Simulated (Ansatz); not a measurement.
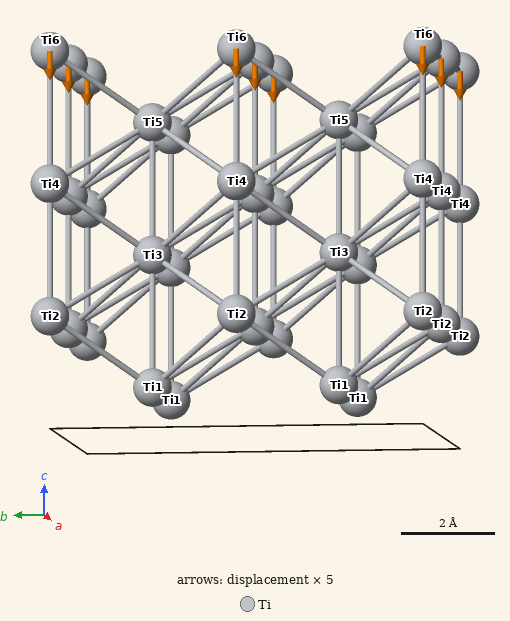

A constrained relaxation of a slab of composition Ti (cut from the Fm-3m phase). The starting structure is drawn; orange arrows show the displacements, 5 times their true length.

Style: ball-and-stick. Shown: the 2 × 2 repeat of the cell, outlined in the plane, without the vacuum, from a free direction.

Case: clean slab, lower half held. The slab is the (1 1 0) face of Ti. 3 atoms are held fixed.

Computed with Ansatz, DFT PBEsol, scalar-relativistic, plane waves, PAW. Settings: plane-wave cutoff 420 eV; k-point mesh 10 × 7 × 1; occupations gaussian; smearing width 0.1 eV; no spin polarisation; dipole correction; atoms relaxed in a fixed cell; force threshold 0.03 eV/Å; at most 70 steps.

What did the optimiser do to the structure, and how much energy did it gain?

The atom that moves furthest is Ti6 (0.13 Å along the normal (−c)). The cell doesn't change. Near-neighbour distances that change, for instance: Ti4–Ti6 2.868 → 2.734 Å, Ti5–Ti6 2.868 → 2.812 Å, Ti3–Ti5 2.868 → 2.856 Å. Over 3 geometry steps the energy falls by 44.1 meV per cell of the calculation. Largest force component: 0.65 eV/Å at the start, 0.021 eV/Å at the end. Cost: 39 s on 2 threads of Intel(R) Xeon(R) Platinum 8488C (Sapphire Rapids), with other jobs on the host, peak memory 0.65 GiB.
